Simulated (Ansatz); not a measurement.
**Single-point calculation, with input and output: Zn**

The run: single-point calculation of Zn (slab, 3 atoms in the cell). Method and program: DFT, LDA, PAW with Ansatz's default frozen-core files, scalar-relativistic, no spin polarisation (Ansatz 0.2.0).

It belongs to a series of runs on one base structure; here: no images along the normal, PAW files.

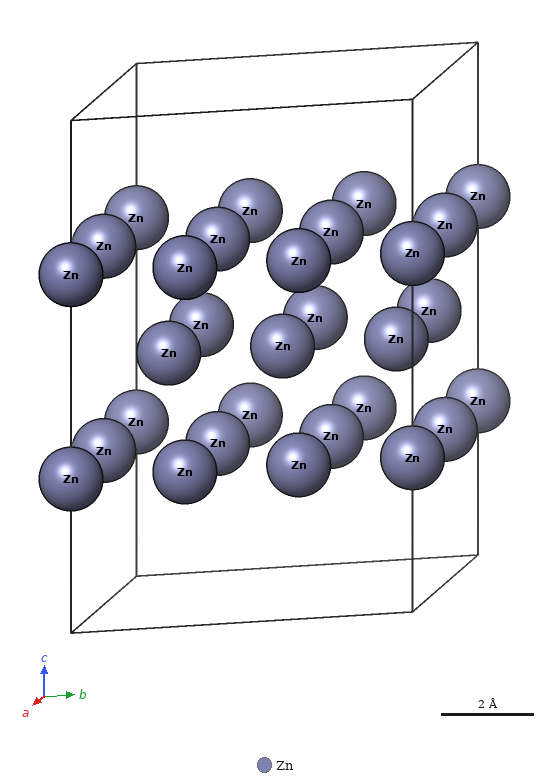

Figure 1. The input geometry (spheres-only view of the 2 × 3 repeat of the cell, with the vacuum cut short, seen slightly off an axis).

### Input
```yaml
crystal:
  lattice:
    - [2.5745889077, 0.0, 0.0]
    - [-1.2872944539, 2.2296593984, 0.0]
    - [0.0, 0.0, 20.7136]
  atoms:
    - { symbol: Zn, position: [0.0, 0.0, 0.3880181009] }
    - { symbol: Zn, position: [0.3333333333, 0.6666666667, 0.4999999892] }
    - { symbol: Zn, position: [0.0, 0.0, 0.61198191] }
  periodic: [true, true, false]
kpoints:
  mp_grid: { grid: [16, 16, 1] }
scf:
  occupations: { method: fermi_dirac, width: 0.1 }
hamiltonian:
  xc: lda
  pseudopotentials: { kind: paw }
output:
  forces: true
  stress: true
  eigenvalues: true
```

Run as:
```bash
ansatz run input.yaml --threads 1 --pin off --max-ram 3584MiB --backend cpu --events-out ev --progress --plain --runs-dir out
```

### Output
```
Warning: crystal.periodic: the lattice vector that does not repeat stood 0.000° off the slab's normal, 20.714 Å along it as the deck builds it. The run solves the slab on a vector along the normal, 33.078 Å long, with every atom where it was (on the deck's vector they left 16.07 Å outside them, and the widest stretch free of ions among them is 2.32 Å). A fractional position that the run reports is one of the run's cell, which starts as this one, and not of the deck's: it goes into a deck with that cell's vectors. The slab on that cell runs as it stands in a deck that lists each atom with its symbol and moment, types crystal.periodic and leaves out crystal.checkpoint, crystal.saddle_side, crystal.structure_sha256, crystal.space_group, crystal.setting, crystal.reduce_to_primitive, crystal.supercell, crystal.defects and each atom's wyckoff. Where those keys changed the vectors of the plane, lay the indices of each lattice_plane and lattice_line anew on these rows. Along the normal they count this vector already. An outside_sphere can name other atoms there (type this run's as sites). In the order of the run's atom list the slab is: crystal.lattice: [[2.5745889077, 0.0, 0.0], [-1.2872944539, 2.2296593984, 0.0], [0.0, -0.0, 33.078193512347525]]; position: [0.0, 0.0, 0.24297734795589943]; position: [0.3333333333, 0.6666666667, 0.31310052565074636]; position: [0.0, 0.0, 0.383223723697128];
crystal.periodic: the lattice vector that does not repeat stood 0.000° off the slab's normal, 20.714 Å along it as the deck builds it. The run solves the slab on a vector along the normal, 33.078 Å long, with every atom where it was (on the deck's vector they left 16.07 Å outside them, and the widest stretch free of ions among them is 2.32 Å). A fractional position that the run reports is one of the run's cell, which starts as this one, and not of the deck's: it goes into a deck with that cell's vectors. The slab on that cell runs as it stands in a deck that lists each atom with its symbol and moment, types crystal.periodic and leaves out crystal.checkpoint, crystal.saddle_side, crystal.structure_sha256, crystal.space_group, crystal.setting, crystal.reduce_to_primitive, crystal.supercell, crystal.defects and each atom's wyckoff. Where those keys changed the vectors of the plane, lay the indices of each lattice_plane and lattice_line anew on these rows. Along the normal they count this vector already. An outside_sphere can name other atoms there (type this run's as sites). In the order of the run's atom list the slab is: crystal.lattice: [[2.5745889077, 0.0, 0.0], [-1.2872944539, 2.2296593984, 0.0], [0.0, -0.0, 33.078193512347525]]; position: [0.0, 0.0, 0.24297734795589943]; position: [0.3333333333, 0.6666666667, 0.31310052565074636]; position: [0.0, 0.0, 0.383223723697128];
Engine: ansatz 0.2.0, aarch64-unknown-linux-gnu
Pseudopotentials: kind: paw
Pseudopotential: Zn, paw, valence charge 12, recommended cutoff 420 eV (normal), Zn.paw.azcp
Functional definition: SPW92
  exchange = slater_x
  correlation = pw_c
Crystal: 3 atoms, lattice volume = 189.884 Å³
Basis set: ecut = 420 eV, 3777 PW (Γ)
Bands: 22, of which v1, the nominal top of the filled ones, is band 18 counted from 1 (17 counted from 0)
Symmetry: 12 space group operations
Space group: P-6m2 (ITA 187), of the structure as read, at distance tolerance 5.7e-5 Å
k-points: 30 of 256 (time reversal used)
Non-local potential: Zn, projectors of the file, l = 0: 2, l = 1: 2, l = 2: 3, l = 3: 1
PAW form: soft (Blöchl's): semilocal exchange-correlation on the pseudo side does not see the compensation charge
PAW frozen core: Zn, regenerated for the run's functional, and the local potential with it (the file was generated under x = pbe(κ = 0.804, μ = 0.2195149727645171), c = pbe(β = 0.06672455060314922))
PAW one-centre angular grid: Zn, 590 points (default); XC on 64 Gauss nodes
Initial density: superposition of atomic densities (neutral atoms: chi_scale 0, normalization atom), corrected by the library's trained network
Initial wavefunctions: pseudopotential atomic-orbital guess
Functional: x = slater, c = lda
SCF iter   1: F=—  HF=-9738.393941 eV  |F-HF|=—  |Δ(HF+E_count)|=         —  Δρ=2.68e-3  dr2=1.02e-2  ethr=1.77e-3  ⟨swp⟩=15.3  Hψ=6330  notcnv=0
preconditioner: auto → LDOS  [insulator: Δε(μ)=0.277 eV  Ē_g=10.781 eV  σ=0.100 eV  W_gap=0.57  n_scr=20 (ndim 8)  ℏωp=16.2 eV  f_vac=0.741  D(μ)=0.67/eV (n_scr^D=8)  ε∞_Penn≈3.2  β→1.0]
SCF iter   2: F=—  HF=-9738.398929 eV  |F-HF|=—  |Δ(HF+E_count)|=   4.99e-3  Δρ=3.05e-3  dr2=1.26e-2  ethr=2.84e-5  ⟨swp⟩=3.2  Hψ=2199  notcnv=0
SCF iter   3: F=—  HF=-9738.394394 eV  |F-HF|=—  |Δ(HF+E_count)|=   4.53e-3  Δρ=1.32e-3  dr2=1.77e-3  ethr=2.84e-5  ⟨swp⟩=2.1  Hψ=1328  notcnv=0
SCF iter   4: F=—  HF=-9738.393523 eV  |F-HF|=—  |Δ(HF+E_count)|=   8.71e-4  Δρ=1.62e-4  dr2=1.25e-4  ethr=4.93e-6  ⟨swp⟩=3.2  Hψ=1735  notcnv=0
SCF iter   5: F=—  HF=-9738.393500 eV  |F-HF|=—  |Δ(HF+E_count)|=   2.32e-5  Δρ=2.95e-5  dr2=1.88e-6  ethr=3.48e-7  ⟨swp⟩=2.8  Hψ=1388  notcnv=0
SCF iter   6: F=—  HF=-9738.393476 eV  |F-HF|=—  |Δ(HF+E_count)|=   2.38e-5  Δρ=3.84e-5  dr2=1.58e-6  ethr=5.24e-9  ⟨swp⟩=3.7  Hψ=1980  notcnv=0
SCF iter   7: F=-9738.393475 eV  HF=-9738.393475 eV  |F-HF|=3.45e-8  |Δ(HF+E_count)|=   7.19e-7  Δρ=4.77e-6  dr2=2.49e-8  ethr=2.78e-10  ⟨swp⟩=10.6  Hψ=5818  notcnv=0
SCF 1 converged in 7 iterations: F = -9738.393475 eV  dr2 = 2.49e-8
  greatest PAW one-centre occupation: 0.982 electrons in one spin orbital (limit 2), on the Zn atom at site 2 (counted from 0), in its partial waves of l = 2
SCF converged after 7 iterations
Free energy (F): -9738.393475 eV
Harris-Foulkes:  -9738.393475 eV  (|F-HF|=3.45e-8)
Internal energy: -9738.371038 eV  (E = F + TS)
E sigma→0 (E₀):  -9738.382257 eV
Entropy (-TS):   -0.022438 eV (-7.479 meV/atom)
Fermi energy:    -4.658078 eV
--- Per-component energies (eV) ---
  E_band       = -416.287717
  E_kinetic    = 396.243598
  E_local      = -127916.605676  (includes V_loc(G=0)·N_el)
  E_nonlocal   = 1838.185070
  E_hartree    = 63302.547590
  E_xc         = -409.251177
  E_vxc        = -163.762053  (∫ρ·V_xc dr)
  E_paw        = -5257.586469  (= ΣΔE_a)
  E_vpaw       = -1175.455547  (= ΣTr[D̂ρ^β])
  E_aug_tail   = -0.001105  (compensation charges beyond the density's cutoff)
  E_ewald      = 58303.425709
  E_core_change = 4.671424  (= ΣΔE_core)
  E_smearing   = -0.022438  (= −TS)
  E_closure    = -0.000000  (closes the sum)
  Σ components = -9738.393475   (vs F -9738.393475, Δ=0.00e0)
--- Forces (eV/Å), atoms counted from 1 ---
  atom   1  Zn     0.00000000     0.00000000    -0.00406400
  atom   2  Zn    -0.00000000    -0.00000000     0.00000000
  atom   3  Zn     0.00000000     0.00000000     0.00406400
  max |Σ_I F_I| component: 1.48e-16 eV/Å
--- 2D stress c σ (N/m, compression-positive) ---
       -3.420987       0.000000       0.000000
        0.000000      -3.420987       0.000000
        0.000000       0.000000       0.000000
  P = ½ c Tr σ = -3.4210 N/m
--- Band table (eV; the first three rows and the last of 30) ---
  k-point 0: bands = ["-15.2516", "-13.8371", "-13.4884", "-12.5682", "-12.4276", "-12.4276", "-12.2013", "-12.2013", "-12.1675", "-12.1675", "-12.0222", "-11.8696", "-11.8696", "-11.5981", "-11.5981", "-11.5664", "-11.5664", "-9.4930", "-6.8364", "-2.6253", "-0.6018", "0.0360"]
  k-point 1: bands = ["-15.1297", "-13.7332", "-13.4237", "-12.5581", "-12.4442", "-12.3958", "-12.2374", "-12.1836", "-12.1731", "-12.1359", "-12.1061", "-11.8762", "-11.8049", "-11.6317", "-11.6035", "-11.5677", "-11.5650", "-9.4007", "-6.6672", "-2.5145", "-0.4858", "0.1549"]
  k-point 2: bands = ["-14.7726", "-13.4464", "-13.2522", "-12.5431", "-12.4736", "-12.3526", "-12.3044", "-12.2177", "-12.1956", "-12.0992", "-12.0448", "-11.8873", "-11.8246", "-11.7121", "-11.6189", "-11.5719", "-11.4530", "-9.1275", "-6.1810", "-2.1815", "-0.1382", "0.5112"]
  k-point 29: bands = ["-12.7844", "-12.6629", "-12.6414", "-12.6202", "-12.4936", "-12.2841", "-12.1695", "-12.1531", "-12.0927", "-12.0554", "-12.0230", "-11.8466", "-11.7130", "-11.6267", "-11.6067", "-5.1467", "-3.5676", "-3.3739", "-3.0766", "-1.6378", "-1.0710", "-0.8679"]
```

### Results in brief

```csv
quantity,value
outcome,converged
electrons treated,36
free energy,−9738.3935 eV
Fermi energy,−4.658 eV
largest force (length of the vector),0.004 eV/Å
hardware,"1 thread of Arm Neoverse V2, 24 GiB of memory available, shared host"
wall time,11 s
peak memory,0.33 GiB
```
